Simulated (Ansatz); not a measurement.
# Single-point calculation, with input and output: Ta

The run: single-point calculation of Ta (slab, 16 atoms in the cell). Method and program: DFT PBE+D3(BJ), scalar-relativistic, plane waves, PAW, no spin polarisation (Ansatz 0.2.0).

The structure derives from an entry of the Crystallography Open Database. It belongs to a series of runs on one base structure; here: the slab at its places in the relaxed adsorbed structure. Figures and captions count atoms from 1; the log counts them from 0 in places.

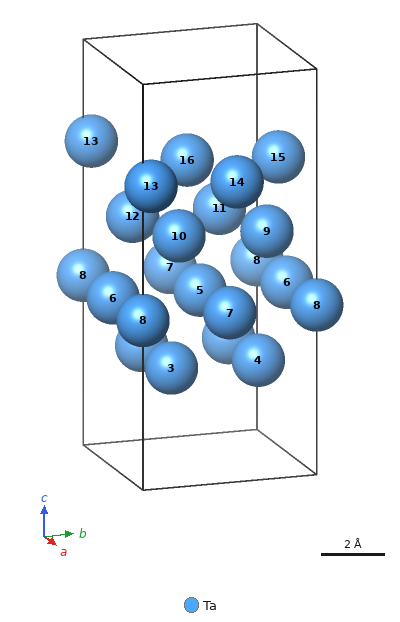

The input geometry (spheres-only view of the cell of the calculation, with the vacuum cut short, seen slightly off an axis; atoms are numbered from 1 in the order of the input). An atom can appear more than once, as a periodic image.

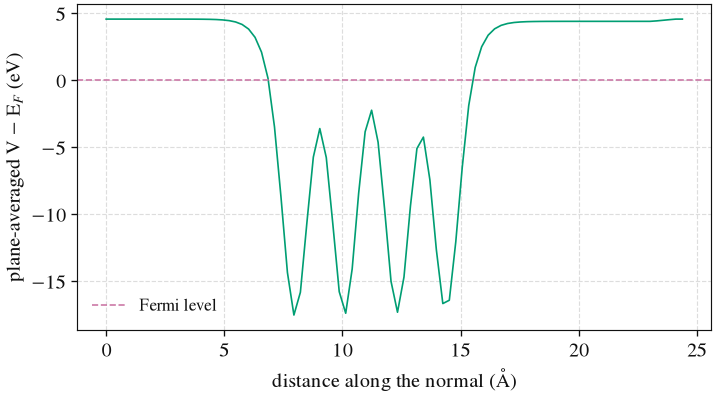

Plane average of the electrostatic potential energy of an electron across the cell, from the Fermi level. The vacuum level lies 4.40 eV above the Fermi level on the upper side and 4.56 eV on the lower.

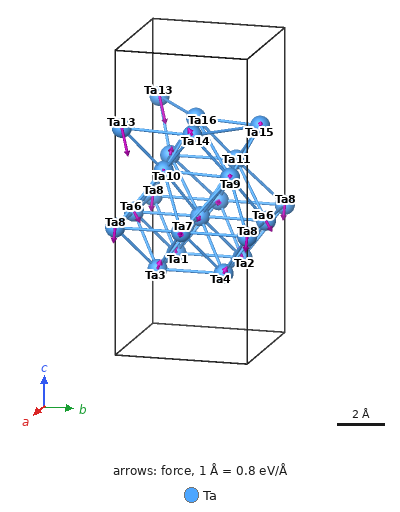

Forces on the atoms as pink arrows (ball-and-stick view of the cell of the calculation, with the vacuum cut short, seen slightly off an axis; atoms are numbered from 1 in the order of the input); the smallest are left out. The largest act on Ta13 (1.02 eV/Å); Ta8 (0.57 eV/Å); Ta6 (0.46 eV/Å); Ta2 (0.42 eV/Å), among others. The geometry is not a stationary point of this energy.

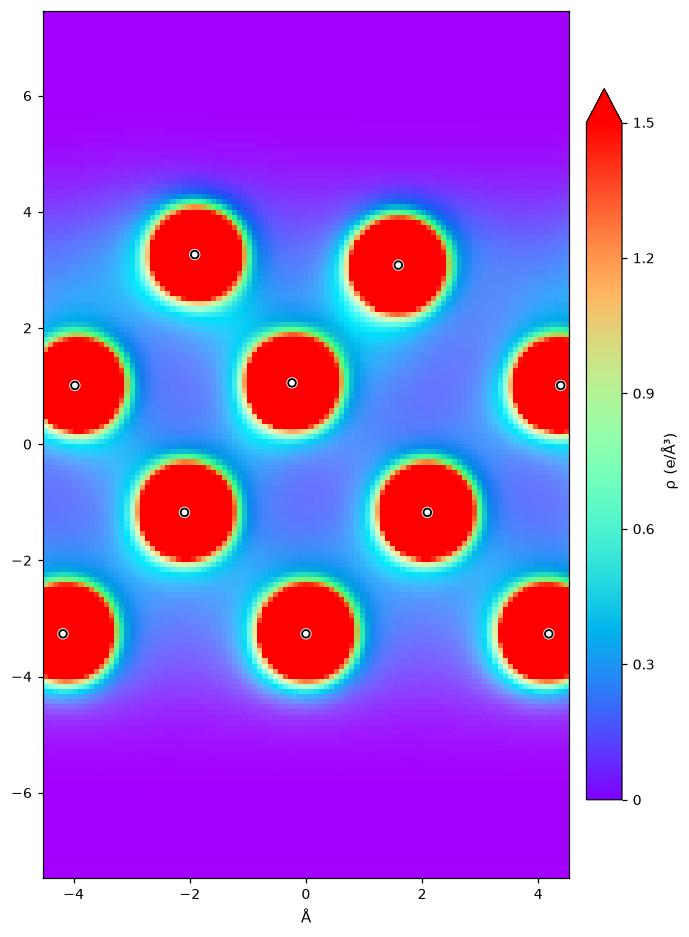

Valence charge density (pseudo) on the (11̄0) plane of the calculation cell, a cut from vacuum to vacuum. Circles mark the nuclei in the plane (Ta). The section cuts through Ta sites. Ta–Ta (2.74 Å): ρ is about 0.37 e/Å³ halfway. Ta–Ta (2.80 Å): ρ is about 0.35 e/Å³ halfway. Ta–Ta (2.89 Å): ρ at the midpoint is about 0.29 e/Å³. Ta–Ta (2.96 Å): ρ at the midpoint is about 0.28 e/Å³. The density dies away to nearly zero in the vacuum. In a PAW calculation such maps are meaningful between the atoms, not at the nuclei.

The input and output of the run follow.

### Input
```yaml
crystal:
  lattice:
    - [5.9136804077, 0.0, 0.0]
    - [0.0, 5.9136804077, 0.0]
    - [0.0, 0.0, 24.665605277]
  atoms:
    - { symbol: Ta, position: [0.25, 0.25, 0.3243382803] }
    - { symbol: Ta, position: [0.25, 0.75, 0.3243382803] }
    - { symbol: Ta, position: [0.75, 0.25, 0.3243382803] }
    - { symbol: Ta, position: [0.75, 0.75, 0.3243382803] }
    - { symbol: Ta, position: [0.5, 0.5, 0.4091041613] }
    - { symbol: Ta, position: [0.5, 0.0, 0.4091041613] }
    - { symbol: Ta, position: [0.0, 0.5, 0.4091041613] }
    - { symbol: Ta, position: [0.0, 0.0, 0.4091041613] }
    - { symbol: Ta, position: [0.7491373475, 0.7998177222, 0.4976955224] }
    - { symbol: Ta, position: [0.7440852133, 0.2953806872, 0.5015805003] }
    - { symbol: Ta, position: [0.2408974177, 0.7012053211, 0.4996084758] }
    - { symbol: Ta, position: [0.2424916264, 0.2003891184, 0.4994879638] }
    - { symbol: Ta, position: [-0.0065550767, 0.0487700704, 0.589052097] }
    - { symbol: Ta, position: [-0.0675190105, 0.565106478, 0.5804720712] }
    - { symbol: Ta, position: [0.4925502701, -0.0458794967, 0.5791204027] }
    - { symbol: Ta, position: [0.430681718, 0.4498098243, 0.5817059946] }
basis:
  ecutwfc: 420
kpoints:
  mp_grid: { grid: [3, 3, 1] }
hamiltonian:
  xc: pbe
  dispersion: d3bj
scf:
  occupations: { method: gaussian, width: 0.1 }
output:
  forces: true
  eigenvalues: true
  write_density: true
  volumetric_format: npy
efield:
  axis: 3
  dipole_correction: true
  ramp_width: 0.04
```

Launched with:
```bash
ansatz run input.yaml --threads 4 --pin off --max-ram 10240MiB --backend cpu --events-out ev --progress --plain --runs-dir out
```

### Log
```
Engine: ansatz 0.2.0, x86_64-unknown-linux-gnu
Pseudopotentials: kind: paw
Pseudopotential: Ta, paw, valence charge 13, recommended cutoff 420 eV (normal), Ta.paw.azcp
Functional definition: PBE
  parameter kappa = 0.804
  parameter beta = 0.06672455060314922
  exchange = pbe_x(kappa = kappa, mu = beta*pi^2/3)
  correlation = pbe_c(beta = beta)
Crystal: 16 atoms, lattice volume = 862.596 Å³
Basis set: ecut = 420 eV, 16799 PW (Γ), exchange–correlation on 80×80×360 points (8 copies of the dense FFT grid, shifted against one another)
Bands: 125, of which v1, the nominal top of the filled ones, is band 104 counted from 1 (103 counted from 0)
Symmetry: 1 space group operations
Space group: P1 (ITA 1), of the structure as read, at distance tolerance 9.5e-5 Å
k-points: 5 of 9 (time reversal used)
Non-local potential: Ta, projectors of the file, l = 0: 3, l = 1: 2, l = 2: 2, l = 3: 1
PAW form: soft (Blöchl's): semilocal exchange-correlation on the pseudo side does not see the compensation charge
PAW one-centre angular grid: Ta, 590 points (default); XC on 64 Gauss nodes
Initial density: superposition of atomic densities (neutral atoms: chi_scale 0, normalization atom), corrected by the library's trained network
Initial wavefunctions: pseudopotential atomic-orbital guess
Functional: x = pbe(κ = 0.804, μ = 0.2195149727645171), c = pbe(β = 0.06672455060314922)
SCF iter   1: F=—  HF=-158909.447120 eV  |F-HF|=—  |Δ(HF+E_count)|=         —  Δρ=4.58e-3  dr2=7.23e-1  ethr=1.77e-3  p=-0.014 e·Å  D=-2.91e-3 V/Å  ΔV_dip=0.07 eV  dr2_dipole=7.98e-2  V_vac-E_F(+/−)=4.29/4.22 eV  ⟨swp⟩=11.0  Hψ=3205  notcnv=0
efield: sawtooth ramp at fractional position 0.9367 (placed from the atoms, in the widest stretch of the axis that holds none; the zero of the levels goes with the place), width 0.0400; the density the first Hamiltonian is built on has a dipole p = -0.014 e·Å; the dipole correction subtracts the counter field D = -2.91e-3 V/Å, which shifts the + side's vacuum level by +0.07 eV against the − side's; the planar-averaged density in the ramp window peaks in size at 1.2e-5 e/Å³
preconditioner: auto → LDOS  [metal: Δε(μ)=0.007 eV  Ē_g=3.322 eV  σ=0.100 eV  W_gap=0.04  n_scr=140 (ndim 8)  ℏωp=11.3 eV  f_vac=0.564  D(μ)=21.76/eV (n_scr^D=124)  β→1.0]
SCF iter   2: F=—  HF=-158909.425162 eV  |F-HF|=—  |Δ(HF+E_count)|=   2.20e-2  Δρ=1.52e-3  dr2=5.78e-2  ethr=3.47e-4  p=0.034 e·Å  D=7.09e-3 V/Å  ΔV_dip=-0.17 eV  dr2_dipole=7.41e-3  V_vac-E_F(+/−)=4.39/4.57 eV  ⟨swp⟩=2.0  Hψ=769  notcnv=0  defer=15
SCF iter   3: F=—  HF=-158909.426894 eV  |F-HF|=—  |Δ(HF+E_count)|=   1.73e-3  Δρ=4.94e-4  dr2=9.02e-3  ethr=2.78e-5  p=0.028 e·Å  D=5.80e-3 V/Å  ΔV_dip=-0.14 eV  dr2_dipole=7.74e-4  V_vac-E_F(+/−)=4.39/4.53 eV  ⟨swp⟩=2.2  Hψ=816  notcnv=0  defer=15
SCF iter   4: F=—  HF=-158909.426598 eV  |F-HF|=—  |Δ(HF+E_count)|=   2.96e-4  Δρ=1.90e-4  dr2=1.31e-3  ethr=4.34e-6  p=0.031 e·Å  D=6.40e-3 V/Å  ΔV_dip=-0.16 eV  dr2_dipole=3.39e-4  V_vac-E_F(+/−)=4.40/4.55 eV  ⟨swp⟩=2.0  Hψ=781  notcnv=0  defer=15
SCF iter   5: F=—  HF=-158909.426584 eV  |F-HF|=—  |Δ(HF+E_count)|=   1.46e-5  Δρ=5.91e-5  dr2=7.63e-5  ethr=6.31e-7  p=0.032 e·Å  D=6.61e-3 V/Å  ΔV_dip=-0.16 eV  dr2_dipole=8.52e-6  V_vac-E_F(+/−)=4.40/4.56 eV  ⟨swp⟩=2.0  Hψ=781  notcnv=0  defer=15
SCF iter   6: F=—  HF=-158909.426194 eV  |F-HF|=—  |Δ(HF+E_count)|=   3.89e-4  Δρ=2.10e-5  dr2=8.69e-6  ethr=3.67e-8  p=0.032 e·Å  D=6.67e-3 V/Å  ΔV_dip=-0.16 eV  dr2_dipole=3.63e-7  V_vac-E_F(+/−)=4.40/4.56 eV  ⟨swp⟩=2.0  Hψ=810  notcnv=0  defer=11
SCF iter   7: F=—  HF=-158909.426196 eV  |F-HF|=—  |Δ(HF+E_count)|=   2.06e-6  Δρ=7.18e-6  dr2=1.25e-6  ethr=4.18e-9  p=0.032 e·Å  D=6.72e-3 V/Å  ΔV_dip=-0.17 eV  dr2_dipole=3.66e-8  V_vac-E_F(+/−)=4.40/4.56 eV  ⟨swp⟩=2.0  Hψ=801  notcnv=0  defer=10
SCF iter   8: F=-158909.426197 eV  HF=-158909.426197 eV  |F-HF|=1.53e-7  |Δ(HF+E_count)|=   6.22e-7  Δρ=2.12e-6  dr2=4.48e-8  ethr=4.81e-11  p=0.032 e·Å  D=6.72e-3 V/Å  ΔV_dip=-0.17 eV  dr2_dipole=1.13e-9  V_vac-E_F(+/−)=4.40/4.56 eV  ⟨swp⟩=13.4  Hψ=3392  notcnv=0
SCF 1 converged in 8 iterations: F = -158909.426197 eV  dr2 = 4.48e-8
  greatest PAW one-centre occupation: 0.999 electrons in one spin orbital (limit 2), on the Ta atom at site 13 (counted from 0), in its partial waves of l = 0
SCF converged after 8 iterations
Free energy (F): -158909.426197 eV
Harris-Foulkes:  -158909.426197 eV  (|F-HF|=1.53e-7)
Internal energy: -158909.306613 eV  (E = F + TS)
E sigma→0 (E₀):  -158909.366405 eV
Entropy (-TS):   -0.119584 eV (-7.474 meV/atom)
Fermi energy:    3.594256 eV
Dipole field:    D = 0.006746 V/Å  (p = 0.032156 e·Å, saw-weighted, corrected)
Work function:   Φ+ = 4.3951 eV   Φ− = 4.5614 eV
Levels:          The Fermi level and band energies are counted from a zero that moves with the ramp; work functions are not
--- Per-component energies (eV) ---
  E_band       = -4899.007736
  E_kinetic    = 5809.697682
  E_local      = -209453.348992  (includes V_loc(G=0)·N_el)
  E_nonlocal   = 231.183541
  E_hartree    = 101771.684746
  E_xc         = -3471.612847
  E_vxc        = -3232.861777  (∫ρ·V_xc dr)
  E_paw        = -134339.194144  (= ΣΔE_a)
  E_vpaw       = -1797.125939  (= ΣTr[D̂ρ^β])
  E_aug_tail   = 0.002443  (compensation charges beyond the density's cutoff)
  E_efield     = 0.000108  (sawtooth field / dipole correction)
  E_vefield    = 0.096751  (∫n·V_field dr)
  E_ewald      = 80549.310489
  E_disp       = -7.029639  (pairwise vdW)
  E_smearing   = -0.119584  (= −TS)
  E_closure    = -0.000000  (closes the sum)
  Σ components = -158909.426197   (vs F -158909.426197, Δ=0.00e0)
--- Forces (eV/Å), atoms counted from 1 ---
  atom   1  Ta     0.02448621    -0.10286263     0.33964965
  atom   2  Ta     0.02317101    -0.15365996     0.38594328
  atom   3  Ta     0.04472441     0.14245858     0.37100889
  atom   4  Ta     0.00776590     0.13450325     0.27825411
  atom   5  Ta    -0.02290923    -0.12778359    -0.22495795
  atom   6  Ta    -0.01400304     0.21972727    -0.39839415
  atom   7  Ta    -0.13049664    -0.08620223    -0.24262609
  atom   8  Ta     0.05216020    -0.05133040    -0.56460331
  atom   9  Ta     0.07616556     0.01163269     0.16614971
  atom  10  Ta     0.00190060    -0.03242891     0.07873347
  atom  11  Ta     0.01380866    -0.00893471     0.04376054
  atom  12  Ta    -0.21412796     0.00677318     0.27406086
  atom  13  Ta     0.14733121     0.26650674    -0.97255538
  atom  14  Ta     0.04380799    -0.14903228     0.28383707
  atom  15  Ta     0.04916212     0.04044460     0.18329222
  atom  16  Ta    -0.10295887    -0.10981836    -0.00153266
  max |Σ_I F_I| component: 2.03e-5 eV/Å
--- Band table (eV; the first three rows and the last of 5) ---
  k-point 0: bands = ["-64.5148", "-64.4887", "-64.4569", "-64.4467", "-64.4189", "-64.2716", "-64.2322", "-64.1659", "-64.1398", "-64.1232", "-64.0925", "-64.0594", "-63.9759", "-63.9254", "-63.8838", "-63.8158", "-31.3178", "-31.3131", "-31.2608", "-31.2426", "-31.2403", "-31.2346", "-31.2307", "-31.1919", "-31.1494", "-31.1468", "-31.1194", "-31.0928", "-31.0834", "-31.0284", "-30.9403", "-30.8863", "-30.8532", "-30.8362", "-30.7879", "-30.7777", "-30.7446", "-30.6861", "-30.6849", "-30.6799", "-30.6479", "-30.6157", "-30.6016", "-30.6005", "-30.5972", "-30.5884", "-30.5305", "-30.5074", "-30.4879", "-30.4345", "-30.4219", "-30.3831", "-30.3612", "-30.3418", "-30.3343", "-30.3123", "-30.2567", "-30.2467", "-30.2031", "-30.1754", "-30.1306", "-30.1059", "-30.0716", "-30.0488", "-4.0664", "-2.7156", "-1.1683", "-0.8201", "-0.7618", "-0.7496", "-0.7346", "-0.6242", "-0.4328", "-0.2993", "0.1137", "0.1650", "0.1803", "0.3802", "0.4911", "0.5238", "0.5587", "0.6234", "0.8307", "1.3996", "1.5707", "1.6363", "2.1822", "2.4101", "2.4317", "2.4872", "2.5885", "2.7113", "2.7469", "2.7591", "2.8885", "2.9141", "3.0121", "3.0350", "3.1022", "3.2081", "3.3603", "3.4294", "3.5085", "3.6102", "3.8998", "3.9053", "3.9436", "4.0332", "4.1154", "4.3150", "4.3668", "4.4153", "4.5463", "4.5652", "4.6354", "4.6861", "4.9084", "4.9697", "5.0691", "5.2114", "5.3473", "5.4216", "5.5718", "5.7306", "6.1272"]
  k-point 1: bands = ["-64.5144", "-64.4800", "-64.4623", "-64.4420", "-64.4268", "-64.2654", "-64.2385", "-64.1597", "-64.1407", "-64.1229", "-64.0982", "-64.0593", "-63.9758", "-63.9213", "-63.8876", "-63.8168", "-31.2841", "-31.2385", "-31.2165", "-31.2061", "-31.1988", "-31.1826", "-31.1687", "-31.1494", "-31.1389", "-31.1019", "-31.0612", "-31.0380", "-31.0137", "-31.0023", "-30.9802", "-30.8859", "-30.8655", "-30.8320", "-30.8027", "-30.7886", "-30.7498", "-30.7238", "-30.7062", "-30.6894", "-30.6688", "-30.6638", "-30.6327", "-30.6226", "-30.6177", "-30.5826", "-30.5657", "-30.5200", "-30.5034", "-30.4752", "-30.4615", "-30.4113", "-30.3966", "-30.3560", "-30.3481", "-30.3211", "-30.2727", "-30.2412", "-30.2268", "-30.1971", "-30.1887", "-30.1642", "-30.0744", "-30.0697", "-3.3778", "-2.1045", "-1.7655", "-1.0040", "-0.6328", "-0.2757", "-0.1569", "-0.1433", "-0.1235", "-0.0103", "0.0695", "0.5116", "0.5674", "0.6261", "0.7039", "0.7729", "1.0139", "1.0911", "1.2117", "1.5067", "1.5867", "1.7324", "1.7899", "1.8573", "1.9512", "2.4019", "2.4438", "2.5181", "2.5813", "2.6116", "2.7024", "2.7660", "2.8526", "2.9054", "3.0211", "3.1064", "3.1472", "3.3184", "3.4012", "3.5300", "3.6428", "3.6868", "3.8142", "3.9887", "4.1393", "4.1843", "4.2463", "4.3890", "4.4775", "4.5626", "4.7086", "4.7196", "4.8650", "4.9324", "4.9919", "5.0259", "5.1010", "5.2950", "5.3286", "5.5737", "5.5925"]
  k-point 2: bands = ["-64.5143", "-64.4803", "-64.4614", "-64.4430", "-64.4264", "-64.2711", "-64.2325", "-64.1582", "-64.1438", "-64.1203", "-64.0993", "-64.0603", "-63.9741", "-63.9267", "-63.8829", "-63.8170", "-31.2860", "-31.2393", "-31.2175", "-31.2003", "-31.1976", "-31.1820", "-31.1669", "-31.1550", "-31.1436", "-31.1253", "-31.0920", "-31.0538", "-31.0478", "-31.0048", "-30.9801", "-30.8813", "-30.8433", "-30.8314", "-30.8106", "-30.7899", "-30.7510", "-30.7368", "-30.7068", "-30.7014", "-30.6658", "-30.6342", "-30.6257", "-30.6221", "-30.6079", "-30.5765", "-30.5528", "-30.5217", "-30.5007", "-30.4758", "-30.4637", "-30.4249", "-30.3937", "-30.3634", "-30.3484", "-30.3125", "-30.2823", "-30.2512", "-30.2352", "-30.1857", "-30.1740", "-30.1044", "-30.0708", "-30.0550", "-3.3802", "-2.1175", "-1.7765", "-1.0641", "-0.6421", "-0.4215", "-0.2688", "-0.2144", "-0.1724", "-0.0746", "0.1880", "0.3827", "0.4870", "0.5737", "0.6196", "0.7353", "0.9446", "1.0328", "1.1763", "1.3871", "1.5203", "1.5588", "1.7356", "1.9105", "2.0343", "2.2757", "2.3290", "2.3836", "2.4297", "2.5867", "2.7387", "2.7992", "2.8695", "2.9615", "3.0006", "3.0303", "3.1651", "3.3861", "3.4804", "3.5852", "3.6223", "3.7898", "3.8693", "4.0103", "4.0837", "4.2662", "4.2869", "4.4152", "4.6134", "4.6936", "4.7653", "4.8090", "4.9709", "5.0587", "5.0840", "5.1872", "5.2219", "5.3723", "5.4890", "5.5962", "5.7389"]
  k-point 4: bands = ["-64.5139", "-64.4721", "-64.4571", "-64.4475", "-64.4345", "-64.2647", "-64.2388", "-64.1522", "-64.1390", "-64.1263", "-64.1043", "-64.0601", "-63.9739", "-63.9229", "-63.8866", "-63.8179", "-31.1975", "-31.1713", "-31.1669", "-31.1578", "-31.1446", "-31.1368", "-31.1224", "-31.1049", "-31.0842", "-31.0743", "-31.0380", "-31.0183", "-31.0031", "-30.9924", "-30.9600", "-30.8777", "-30.8670", "-30.8283", "-30.8148", "-30.8083", "-30.8025", "-30.7637", "-30.7551", "-30.7363", "-30.7239", "-30.6997", "-30.6569", "-30.6378", "-30.6086", "-30.5876", "-30.5717", "-30.5319", "-30.5000", "-30.4925", "-30.4773", "-30.4728", "-30.4307", "-30.4128", "-30.3811", "-30.3126", "-30.2844", "-30.2601", "-30.2435", "-30.2114", "-30.2021", "-30.1640", "-30.1106", "-30.0653", "-2.7184", "-1.4887", "-1.2566", "-1.1935", "-0.5129", "-0.4090", "-0.3500", "0.0040", "0.3449", "0.3823", "0.5254", "0.5698", "0.6497", "0.9088", "1.1064", "1.1288", "1.2672", "1.3006", "1.3391", "1.4337", "1.5643", "1.6713", "1.9078", "1.9288", "2.0551", "2.1133", "2.1688", "2.2713", "2.3017", "2.4412", "2.5162", "2.5447", "2.6022", "2.7934", "2.9859", "2.9970", "3.0560", "3.1019", "3.3211", "3.5464", "3.6407", "3.6818", "3.7208", "3.8249", "3.9205", "3.9317", "3.9990", "4.0977", "4.2371", "4.3529", "4.4188", "4.5501", "4.8098", "4.8915", "5.0016", "5.0485", "5.1375", "5.2304", "5.3185", "5.3523", "5.4047"]
```

### Results in brief

```json
{"quantity": "outcome", "value": "converged"}
{"quantity": "electrons treated", "value": "208"}
{"quantity": "free energy", "value": "−158909.4262 eV"}
{"quantity": "work function, top face", "value": "4.40 eV"}
{"quantity": "work function, bottom face", "value": "4.56 eV"}
{"quantity": "Fermi energy", "value": "3.594 eV"}
{"quantity": "gap on the k-point mesh", "value": "none (metallic)"}
{"quantity": "work function (upper face)", "value": "4.40 eV"}
{"quantity": "largest force (length of the vector)", "value": "1.019 eV/Å"}
{"quantity": "hardware", "value": "4 threads of Intel Xeon (Granite Rapids), 32 GiB of memory available, shared host"}
{"quantity": "wall time", "value": "8.2 s (CPU time 30 s)"}
{"quantity": "peak memory", "value": "2.1 GiB"}
```

Spin–orbit coupling is left out, which matters for Ta.
